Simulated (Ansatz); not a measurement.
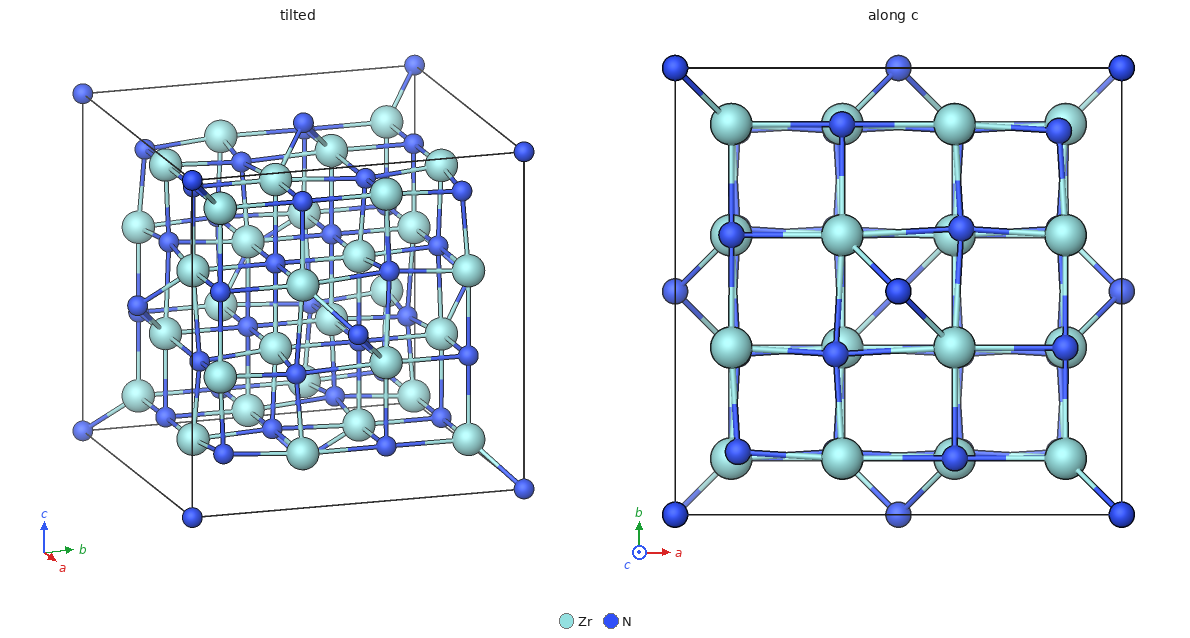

Ball-and-stick representation of a periodic structure, projected slightly off an axis and along the c axis. The lines enclose the conventional unit cell; boundary atoms appear with their images. Cell: a = 9.189 Å, b = 9.189 Å, c = 9.189 Å, α = 90.00°, β = 90.00°, γ = 90.00°.

The structure is one of Zr$_{8}$N$_{9}$. The atoms follow space group F-43m (No. 216); the Bravais lattice is face-centred cubic. It has 68 atoms to the cell (32 Zr, 36 N). Zr takes two kinds of site: 16e with six N in a distorted octahedral arrangement at about 2.2 to 2.3 Å; 16e with seven N at about 2.0 to 2.5 Å. N takes three kinds of site: 16e with six Zr in a distorted octahedral arrangement at about 2.2 to 2.5 Å; 16e with six Zr in an octahedral arrangement at about 2.3 Å; 4a with four Zr in a tetrahedral arrangement at about 2.0 Å. Not all metal-metal contacts are counted. The bonds build a three-dimensional framework.

It derives from a structure listed in the Materials Project, repeated into a supercell with a point defect put in. The cell was then strained or its atoms displaced on purpose. The atoms were relaxed in a fixed cell with DFT PBE, scalar-relativistic, plane waves, PAW (Ansatz).
